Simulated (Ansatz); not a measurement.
**Single-point calculation of SnO$_{2}$**

System: SnO$_{2}$ (F-43m, 6 atoms in the cell).
Method: DFT PBE, scalar-relativistic, plane waves, PAW, no spin polarisation (Ansatz 0.2.0).

The structure was made by a generator, so it may or may not be a known phase. Figures and captions count atoms from 1; the log counts them from 0 in places.

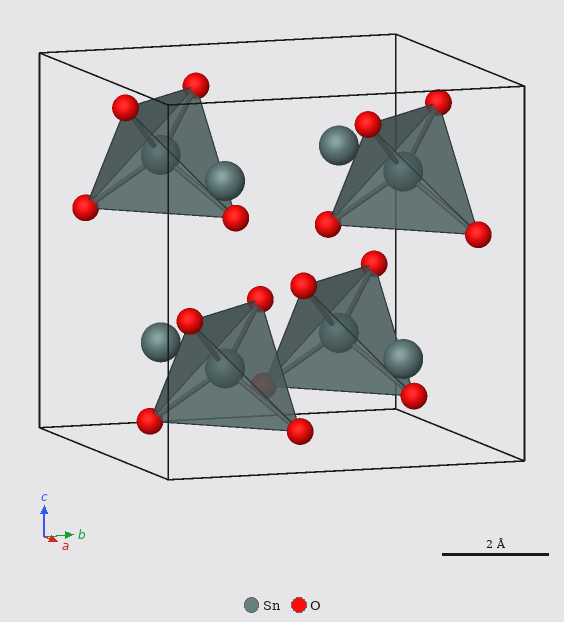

*The structure (polyhedral view of the cell 4 times as large as that of the calculation, set on its symmetry axes, seen slightly off an axis; polyhedra are completed across the faces of the cell). An atom can appear more than once, as a periodic image.*

Key numbers:

| quantity | value |
| --- | --- |
| outcome | converged |
| space group (tolerance 0.01 Å) | F-43m (216) |
| electrons treated | 52 |
| free energy | −14304.8816 eV |
| Fermi energy | 7.986 eV |
| gap on the k-point mesh | none (metallic) |
| pressure | 25.36 GPa |
| largest force (length of the vector) | 4.237 eV/Å |
| hardware | 1 thread of Arm Neoverse V2, 24 GiB of memory available, shared host |
| wall time | 2 s |
| peak memory | 0.29 GiB |

Remarks:

The cell is under a pressure of 25 GPa at this level, so it is not at its equilibrium volume.

The input:
```yaml
crystal:
  lattice:
    - [0.0, 3.57440823, 3.57440823]
    - [3.57440823, 0.0, 3.57440823]
    - [3.57440823, 3.57440823, 0.0]
  atoms:
    - { symbol: Sn, position: [0.75, 0.75, 0.75] }
    - { symbol: Sn, position: [0.25, 0.25, 0.25] }
    - { symbol: O, position: [0.40480079, 0.40480079, 0.40480079] }
    - { symbol: O, position: [0.40480079, 0.40480079, 0.78559764] }
    - { symbol: O, position: [0.40480079, 0.78559764, 0.40480079] }
    - { symbol: O, position: [0.78559764, 0.40480079, 0.40480079] }
basis:
  ecutwfc: 420
kpoints:
  mp_grid: { grid: [4, 4, 4] }
hamiltonian:
  xc: pbe
scf:
  occupations: { method: gaussian, width: 0.1 }
  lower_state_search: "off"
output:
  forces: true
  stress: true
  eigenvalues: true
```

Command:
```bash
ansatz run input.yaml --threads 1 --pin off --max-ram 2560MiB --backend cpu --events-out ev --progress --plain --runs-dir out
```

The program's output:
```
Engine: ansatz 0.2.0, aarch64-unknown-linux-gnu
Pseudopotentials: kind: paw
Pseudopotential: Sn, paw, valence charge 14, recommended cutoff 420 eV (normal), Sn.paw.azcp
Pseudopotential: O, paw, valence charge 6, recommended cutoff 420 eV (normal), O.paw.azcp
Functional definition: PBE
  parameter kappa = 0.804
  parameter beta = 0.06672455060314922
  exchange = pbe_x(kappa = kappa, mu = beta*pi^2/3)
  correlation = pbe_c(beta = beta)
Crystal: 6 atoms, lattice volume = 91.336 Å³
Basis set: ecut = 420 eV, 1807 PW (Γ), exchange–correlation on 72×72×72 points (8 copies of the dense FFT grid, shifted against one another)
Bands: 32, of which v1, the nominal top of the filled ones, is band 26 counted from 1 (25 counted from 0)
Symmetry: 24 space group operations
Space group: F-43m (ITA 216), of the structure as read, at distance tolerance 4.5e-5 Å
k-points: 8 of 64 (time reversal used)
Non-local potential: Sn, projectors of the file, l = 0: 2, l = 1: 2, l = 2: 2, l = 3: 2
Non-local potential: O, projectors of the file, l = 0: 2, l = 1: 2, l = 2: 1
PAW form: soft (Blöchl's): semilocal exchange-correlation on the pseudo side does not see the compensation charge
PAW one-centre angular grid: Sn, 590 points (default); XC on 64 Gauss nodes
PAW one-centre angular grid: O, 110 points (default); XC on 64 Gauss nodes
Initial density: superposition of atomic densities (neutral atoms: chi_scale 0, normalization atom), corrected by the library's trained network
Initial wavefunctions: pseudopotential atomic-orbital guess
Functional: x = pbe(κ = 0.804, μ = 0.2195149727645171), c = pbe(β = 0.06672455060314922)
SCF iter   1: F=—  HF=-14304.887838 eV  |F-HF|=—  |Δ(HF+E_count)|=         —  Δρ=4.06e-3  dr2=3.61e-2  ethr=1.77e-3  ⟨swp⟩=6.1  Hψ=1155  notcnv=0
preconditioner: auto → LDOS  [metal: Δε(μ)=0.031 eV  Ē_g=15.760 eV  σ=0.100 eV  W_gap=0.17  n_scr=14 (ndim 8)  ℏωp=28.0 eV  f_vac=0.109  D(μ)=11.22/eV (n_scr^D=168)  β→1.0]
SCF iter   2: F=—  HF=-14304.881542 eV  |F-HF|=—  |Δ(HF+E_count)|=   6.30e-3  Δρ=1.37e-3  dr2=1.04e-3  ethr=6.95e-5  ⟨swp⟩=2.0  Hψ=557  notcnv=0  defer=7
SCF iter   3: F=—  HF=-14304.881798 eV  |F-HF|=—  |Δ(HF+E_count)|=   2.57e-4  Δρ=8.50e-4  dr2=5.59e-4  ethr=2.01e-6  ⟨swp⟩=2.0  Hψ=440  notcnv=0  defer=7
SCF iter   4: F=—  HF=-14304.881502 eV  |F-HF|=—  |Δ(HF+E_count)|=   2.96e-4  Δρ=1.21e-4  dr2=1.17e-5  ethr=1.08e-6  ⟨swp⟩=2.0  Hψ=431  notcnv=0  defer=7
SCF iter   5: F=—  HF=-14304.881551 eV  |F-HF|=—  |Δ(HF+E_count)|=   4.87e-5  Δρ=3.85e-5  dr2=1.29e-6  ethr=2.26e-8  ⟨swp⟩=2.1  Hψ=363  notcnv=0  defer=7
SCF iter   6: F=—  HF=-14304.881551 eV  |F-HF|=—  |Δ(HF+E_count)|=   3.40e-8  Δρ=2.04e-5  dr2=3.20e-7  ethr=2.47e-9  ⟨swp⟩=2.2  Hψ=359  notcnv=0  defer=7
SCF iter   7: F=-14304.881551 eV  HF=-14304.881551 eV  |F-HF|=2.18e-8  |Δ(HF+E_count)|=   5.88e-8  Δρ=7.30e-6  dr2=4.51e-8  ethr=1.92e-10  ⟨swp⟩=10.0  Hψ=1131  notcnv=0
SCF 1 converged in 7 iterations: F = -14304.881551 eV  dr2 = 4.51e-8
  greatest PAW one-centre occupation: 0.994 electrons in one spin orbital (limit 2), on the Sn atom at site 1 (counted from 0), in its partial waves of l = 2
SCF converged after 7 iterations
Free energy (F): -14304.881551 eV
Harris-Foulkes:  -14304.881551 eV  (|F-HF|=2.18e-8)
Internal energy: -14304.825404 eV  (E = F + TS)
E sigma→0 (E₀):  -14304.853477 eV
Entropy (-TS):   -0.056147 eV (-9.358 meV/atom)
Fermi energy:    7.985571 eV
--- Per-component energies (eV) ---
  E_band       = -242.119589
  E_kinetic    = 1075.457469
  E_local      = -3661.777105  (includes V_loc(G=0)·N_el)
  E_nonlocal   = 131.632587
  E_hartree    = 1816.342312
  E_xc         = -1059.547340
  E_vxc        = -567.698976  (∫ρ·V_xc dr)
  E_paw        = -8903.897669  (= ΣΔE_a)
  E_vpaw       = -852.426488  (= ΣTr[D̂ρ^β])
  E_aug_tail   = 0.009151  (compensation charges beyond the density's cutoff)
  E_ewald      = -3703.044808
  E_smearing   = -0.056147  (= −TS)
  E_closure    = -0.000000  (closes the sum)
  Σ components = -14304.881551   (vs F -14304.881551, Δ=0.00e0)
--- Forces (eV/Å), atoms counted from 1 ---
  atom   1  Sn     0.00000000    -0.00000000    -0.00000000
  atom   2  Sn     0.00000000    -0.00000000    -0.00000000
  atom   3  O     -2.44625385    -2.44625385    -2.44625385
  atom   4  O      2.44625385     2.44625385    -2.44625385
  atom   5  O      2.44625385    -2.44625385     2.44625385
  atom   6  O     -2.44625385     2.44625385     2.44625385
  max |Σ_I F_I| component: 4.44e-16 eV/Å
--- Stress (GPa, compression-positive) ---
       25.357089      -0.000000       0.000000
       -0.000000      25.357089      -0.000000
        0.000000      -0.000000      25.357089
  P = ⅓ Tr σ = 25.3571 GPa (253.571 kbar)
--- Band table (eV; the first three rows and the last of 8) ---
  k-point 0: bands = ["-13.9235", "-13.9235", "-13.9235", "-13.9198", "-13.9198", "-13.3573", "-13.3573", "-13.3573", "-12.7595", "-12.6556", "-12.6556", "-8.4503", "-8.4503", "-8.4503", "-1.8139", "2.0615", "2.1801", "2.1801", "2.1801", "4.4284", "4.4284", "7.7305", "7.7305", "7.7305", "8.0815", "8.0815", "8.0815", "10.4687", "10.4687", "10.4687", "10.6472", "14.8081"]
  k-point 1: bands = ["-13.9392", "-13.9235", "-13.9235", "-13.9160", "-13.9160", "-13.5690", "-13.3536", "-13.3536", "-12.6576", "-12.6576", "-12.2620", "-9.0240", "-8.4768", "-8.4768", "-1.0774", "1.1553", "2.4537", "2.4537", "3.3665", "4.3688", "4.3688", "6.6094", "7.1063", "7.1063", "7.7389", "8.0596", "8.0596", "9.6411", "10.8461", "10.8461", "12.0700", "14.1061"]
  k-point 2: bands = ["-13.9593", "-13.9228", "-13.9228", "-13.9129", "-13.9129", "-13.6774", "-13.3500", "-13.3500", "-12.6596", "-12.6596", "-11.7415", "-9.6775", "-8.5031", "-8.5031", "-0.4707", "1.3621", "2.7379", "2.7379", "3.3782", "4.4604", "4.4604", "5.5858", "6.3070", "6.3070", "7.7473", "8.1179", "8.1179", "9.5756", "11.1860", "11.1860", "12.3779", "13.8122"]
  k-point 7: bands = ["-13.9917", "-13.9243", "-13.9194", "-13.9139", "-13.9116", "-13.7129", "-13.3435", "-13.3418", "-12.6604", "-12.6570", "-11.2834", "-10.1314", "-8.5844", "-8.5827", "0.8235", "1.0185", "1.6365", "3.3213", "3.6675", "4.4727", "4.6704", "4.7852", "6.4718", "6.8947", "6.9886", "7.2428", "8.0574", "10.2431", "10.6653", "11.1501", "12.9636", "14.4581"]
```

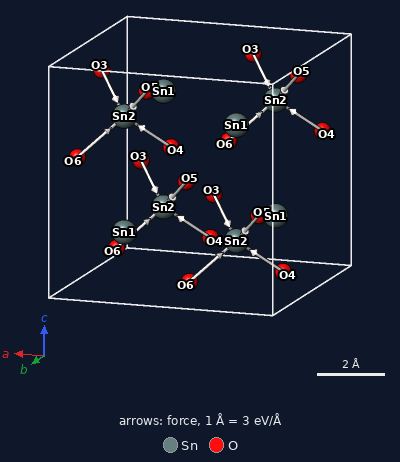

*Forces on the atoms as white arrows (ball-and-stick view of the cell 4 times as large as that of the calculation, set on its symmetry axes, seen at an oblique angle; atoms are numbered from 1 in the order of the input).*

The largest act on all 4 O atoms (4.24 eV/Å). The geometry is not a stationary point of this energy.

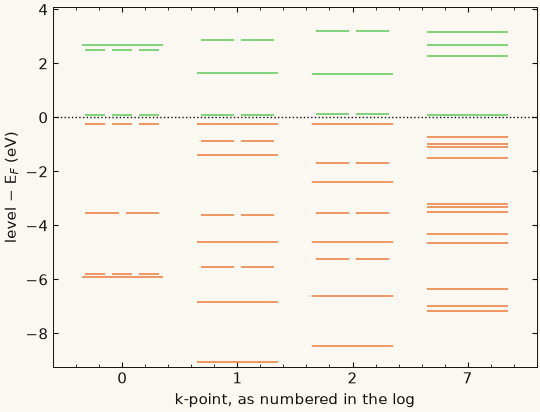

*Kohn–Sham levels near the Fermi level (dotted) at the few k-points that the log prints; levels within 0.02 eV of each other stand side by side.*

The system is metallic on the full mesh.
